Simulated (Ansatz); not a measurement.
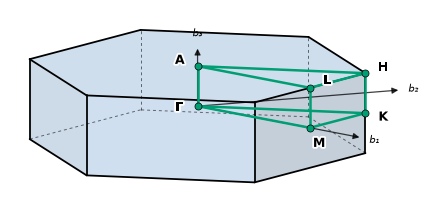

Crystal: BN, the end point of a relaxation at fixed volume with DFT r2SCAN, scalar-relativistic, plane waves, PAW in Ansatz 0.2.0. The first Brillouin zone and its special points. Geometry calculated from the standardised cell; symmetry tolerance 0.002 Å.

Space group P6₃/mmc, No. 194; a = 2.503 Å, b = 2.503 Å, c = 7.815 Å, α = 90.00°, β = 90.00°, γ = 120.00°.

Labels and path follow the convention of Hinuma et al. (2017), as computed by seekpath; the arrows show the directions of the reciprocal primitive vectors b₁, b₂, b₃, in which coordinates are given; lengths include the factor 2π.

### List the special points with their coordinates and distances from Γ.

```csv
point,k₁,k₂,k₃,length of k (1/Å)
Γ,0,0,0,0.000
A,0,0,1/2,0.402
K,1/3,1/3,0,1.673
H,1/3,1/3,1/2,1.721
M,1/2,0,0,1.449
L,1/2,0,1/2,1.504
```

### What is the zone's volume?

(2π)³ over the primitive cell's volume of 42.41 Å³: 5.85 Å⁻³.
